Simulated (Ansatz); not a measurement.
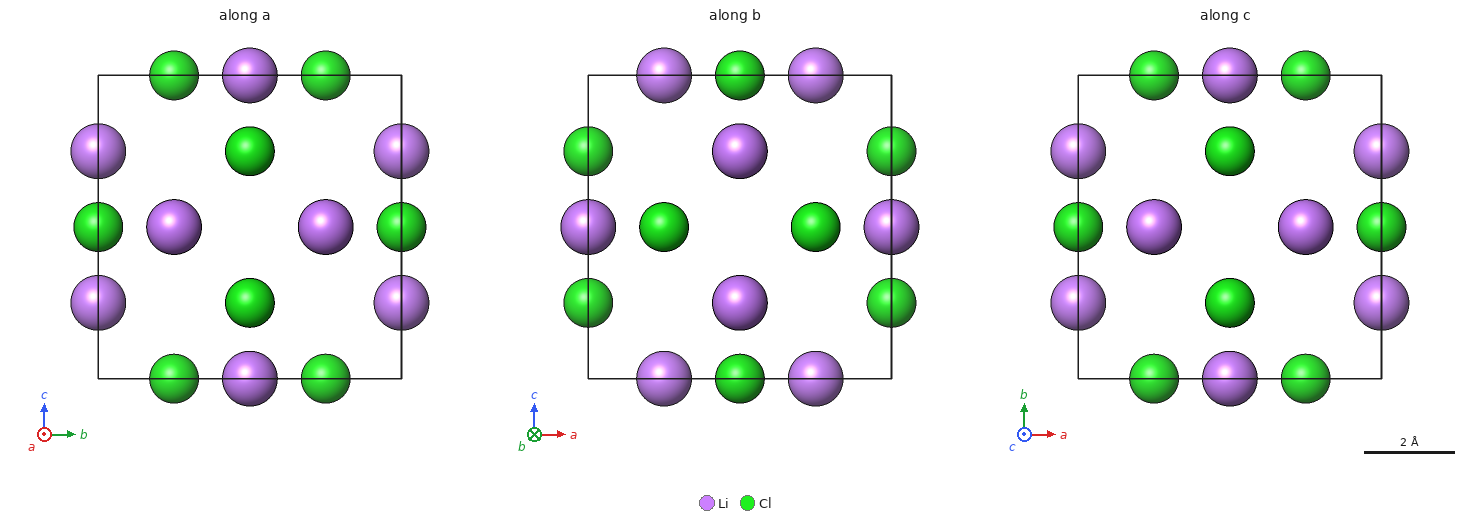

Spheres-only representation of a periodic structure, projected along the a axis, along the b axis and along the c axis. Thin lines show the conventional unit cell, with boundary atoms drawn in all their periodic places.

Lattice parameters: a = 6.782 Å, b = 6.782 Å, c = 6.782 Å, α = 90.00°, β = 90.00°, γ = 90.00°. Put a along x and b in the xy plane.

Question: Give the structure in the form of a POSCAR file.

Answer:
```
Li Cl
1.0
     6.782    0.000    0.000
     0.000    6.782    0.000
     0.000    0.000    6.782
Li Cl
6 6
Direct
  0.7500 0.5000 0.0000
  0.5000 0.0000 0.7500
  0.0000 0.7500 0.5000
  0.0000 0.2500 0.5000
  0.2500 0.5000 0.0000
  0.5000 0.0000 0.2500
  0.5000 0.7500 0.0000
  0.7500 0.0000 0.5000
  0.0000 0.5000 0.7500
  0.2500 0.0000 0.5000
  0.0000 0.5000 0.2500
  0.5000 0.2500 0.0000
```

The cell started as a structure type filled with these elements by a generator (whether the compound takes this form wasn't checked). Relaxation method: Ansatz 0.2.0, DFT PBE, scalar-relativistic, plane waves, PAW.
